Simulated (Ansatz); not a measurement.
# GaSe: what the fields show

Input

```
crystal:
  lattice:
    - [3.7312437924, 0.0, 0.0]
    - [-1.8656218962, 3.231351912, 0.0]
    - [0.0, 0.0, 15.8051563579]
  atoms:
    - { symbol: Ga, position: [0.3333333333, 0.6666666667, 0.1734890982] }
    - { symbol: Ga, position: [0.6666666667, 0.3333333333, 0.6734890982] }
    - { symbol: Ga, position: [0.3333333333, 0.6666666667, 0.3265109018] }
    - { symbol: Ga, position: [0.6666666667, 0.3333333333, 0.8265109018] }
    - { symbol: Se, position: [0.3333333333, 0.6666666667, 0.5997009919] }
    - { symbol: Se, position: [0.6666666667, 0.3333333333, 0.0997009919] }
    - { symbol: Se, position: [0.3333333333, 0.6666666667, 0.9002990081] }
    - { symbol: Se, position: [0.6666666667, 0.3333333333, 0.4002990081] }
basis:
  ecutwfc: 420
kpoints:
  mp_grid: { grid: [12, 12, 2] }
hamiltonian:
  xc: pbe
  dispersion: d3bj
scf:
  occupations: { method: gaussian, width: 0.02 }
output:
  forces: true
  stress: true
  eigenvalues: true
  write_density: true
  write_potential: true
  elf: true
  volumetric_format: npy
relax:
  adjacent_minimum: "off"
  f_tol: 0.01
  max_steps: 30
  cell: { stress_tol: 0.1, fix: [volume] }
```

Command:

```sh
ansatz run input.yaml --threads 2 --pin off --max-ram 5120MiB --backend cpu --events-out ev --progress --plain --runs-dir out
```

Below, planes, directions and counts refer to the conventional cell (a = 3.75 Å, b = 3.75 Å, c = 15.67 Å, α = 90.00°, β = 90.00°, γ = 120.00°).

The fields are those of the relaxed geometry.

Space group P6₃/mmc; changed on purpose from its base cell (volume × 0.97, shape and atoms relaxed).

All numbers below come from DFT PBE+D3(BJ), scalar-relativistic, plane waves, PAW (Ansatz 0.2.0).

The density is the valence pseudo-density of a PAW calculation; it isn't the true density close to the nuclei.

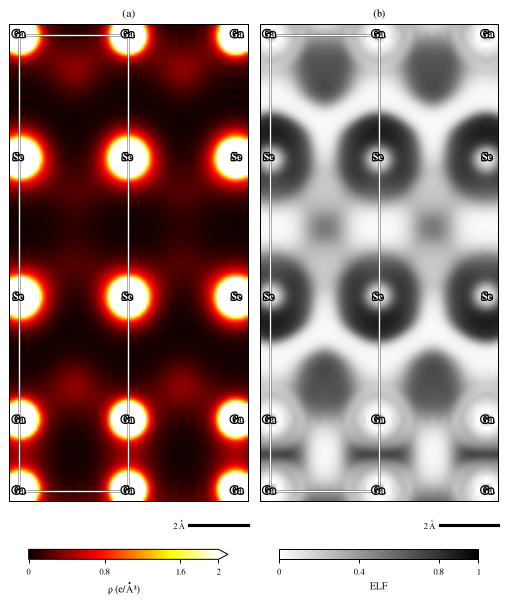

Figure 1. (a) valence charge density (pseudo); (b) electron localisation function on the (100) plane of the conventional cell.

**What does the map show?**

- The section cuts through Ga and Se sites.
- Ga–Ga (2.43 Å): the density is about 0.45 e/Å³ at the midpoint; the ELF peaks at about 0.70 between the atoms.
- Between the atoms the lowest density in this plane is 0.003 e/Å³.
- The ELF also peaks beside Se, away from the bonds: lone-pair regions.

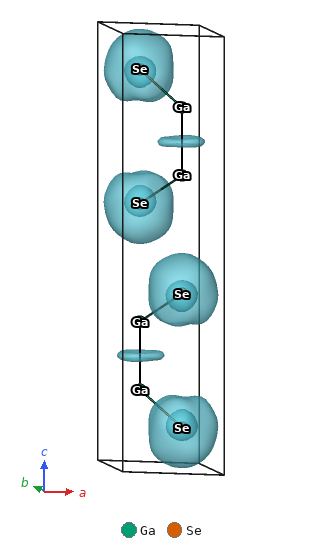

Figure 2. Isosurface of the ELF at 0.65 (cyan), seen slightly off an axis. Only the valence region is drawn (cores and ρ < 0.01 e/Å³ removed). Sticks mark near contacts.

**What do the ELF domains correspond to?**

The ELF exceeds this value in two regions between bonded Ga–Ga atoms (shared pairs) and four regions on Se in which the atom's valence shell and bonds are merged, counted in one cell of 8 atoms. Regions shared between cells count once. Along the contacts the grid gives the following. Ga–Se (2.46 Å): the ELF is about 0.70 at the midpoint.

**Does the calculation give a band gap?**

It is gapped, with a Kohn–Sham gap of 0.87 eV on the k-point mesh, an upper bound to the gap of this method.
